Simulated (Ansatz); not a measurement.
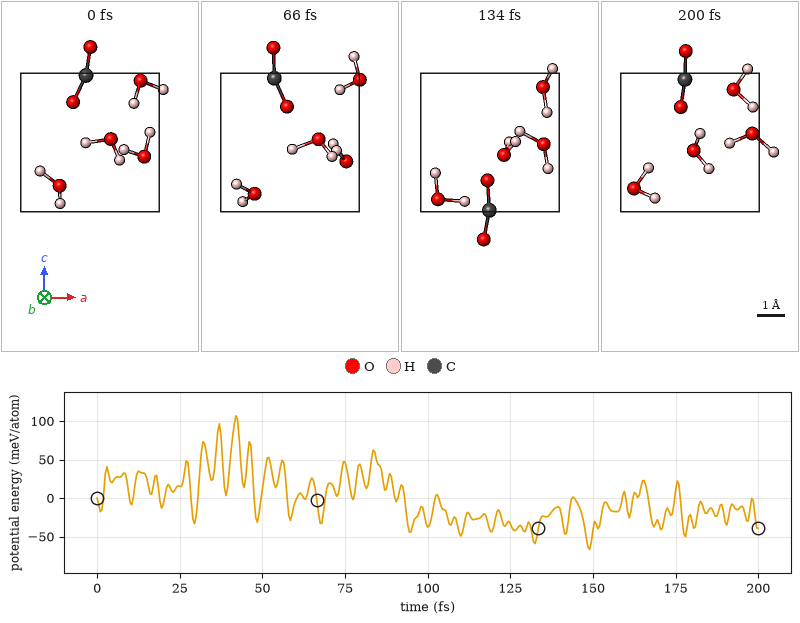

First-principles dynamics of a periodic cell with 4 H2O + 1 CO2 at 1.295 g/cm³, 200 fs long. It starts from the last geometry of an earlier run, with fresh velocities. Frames and the history of the run. Style: ball-and-stick. Shown: the simulation cell, along the b axis. Atoms that leave the cell re-enter on the other side.

The calculation used DFT PBE-D3(BJ), scalar-relativistic, plane waves, PAW (Ansatz). Settings: plane-wave cutoff 420 eV; k-point mesh 1 × 1 × 1; Fermi-Dirac smearing 0.02 eV; low-accuracy preset; Langevin thermostat (NVT); set temperature 1500 K; time step 0.5 fs; friction 0.01 per fs.

Q: What happens in this trajectory?

A: In the second half of the run the atoms are, in the root-mean-square, this far from where they began (common drift taken out): H 1.00 Å, O 0.66 Å, C 0.35 Å. The heavy atoms stay within a fraction of a molecule's size of their starting places; so short a run doesn't tell a liquid from a solid. The mean temperature in the second half is 1533 K (standard deviation 276 K). The potential energy in the second half lies on average 22.3 meV per atom below the first frame.

Limits of the set-up: the program's low-accuracy preset was used; the periodic images lie only 5.3 Å apart, so the values are limited by the cell's size.

Cost: 4.7 min on 1 thread of Arm Neoverse V1, on a shared host, peak memory 0.29 GiB.
